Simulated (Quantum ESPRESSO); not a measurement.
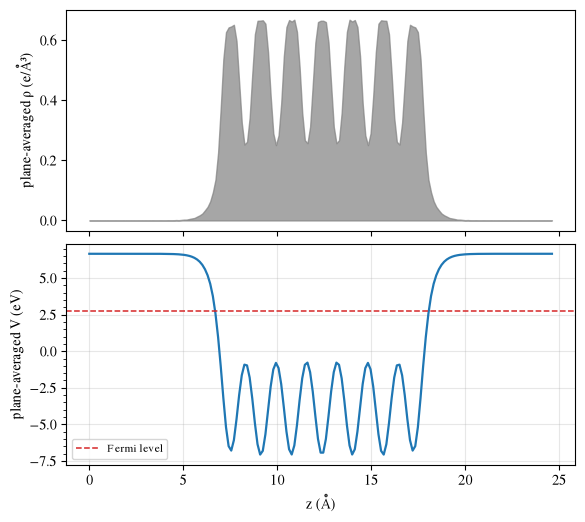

The picture shows: In (slab). Plane average of the electrostatic potential energy of an electron and of the valence charge density (pseudo) across the slab.

These are results of Kohn-Sham DFT of a periodic cell, PBE, PseudoDojo 0.4.1 SR PBE standard in Quantum ESPRESSO 7.5, not measurements.

Core electrons are replaced by pseudopotentials, and the valence fields are smoothed inside the atomic spheres.

```
CELL_PARAMETERS angstrom
3.25230 0.00000 0.00000
0.00000 4.94790 0.00000
0.00000 0.00000 24.75690
ATOMIC_POSITIONS crystal
In 0.50000 0.50000 0.30295
In 0.00000 0.00000 0.36863
In 0.50000 0.50000 0.43432
In 0.00000 0.00000 0.50000
In 0.50000 0.50000 0.56568
In 0.00000 0.00000 0.63137
In 0.50000 0.50000 0.69705
```

Q: How far above the Fermi level of the calculation is the vacuum level?

A: 3.9 eV.

Q: What are the slab's thickness and the vacuum gap?

A: The outermost nuclei are 9.8 Å apart, in 7 atomic planes; the vacuum between periodic images is 15.0 Å wide.
